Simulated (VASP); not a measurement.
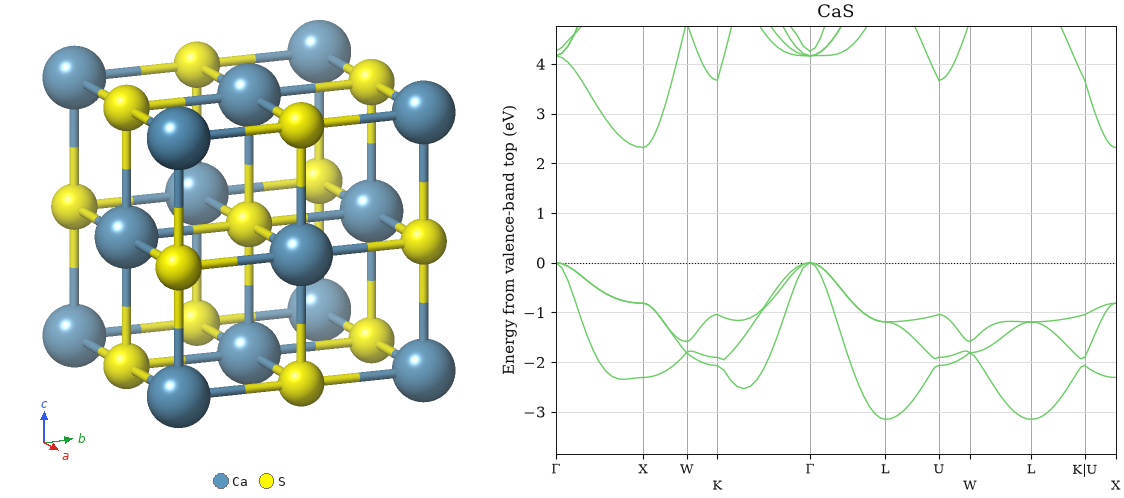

Band structure, beside the structure. Energies are counted from the top of the valence band.

Structure: rocksalt CaS, space group Fm-3m (No. 225), 2 atoms in the primitive cell; cubic a = 5.663 Å.

Method: PBE, VASP PAW PBE potentials, release 64 (Ca_sv, S), no spin polarisation, no spin-orbit coupling, 8×8×8 k mesh, 520 eV cutoff (VASP 6.6.1).

**What does the band structure say about the gap?**

A semiconductor. The gap along this path is 2.32 eV and indirect, from the valence-band top at Γ to the conduction-band bottom at X; the smallest direct gap is 3.14 eV, at X.

**How many bands meet at the valence-band top?**

Three bands meet at the valence-band top at Γ: it is triply degenerate (spin aside).

LDA, GGA and most meta-GGA functionals understate gaps. The cell was built from a pattern and not relaxed, so its bond lengths can be off.
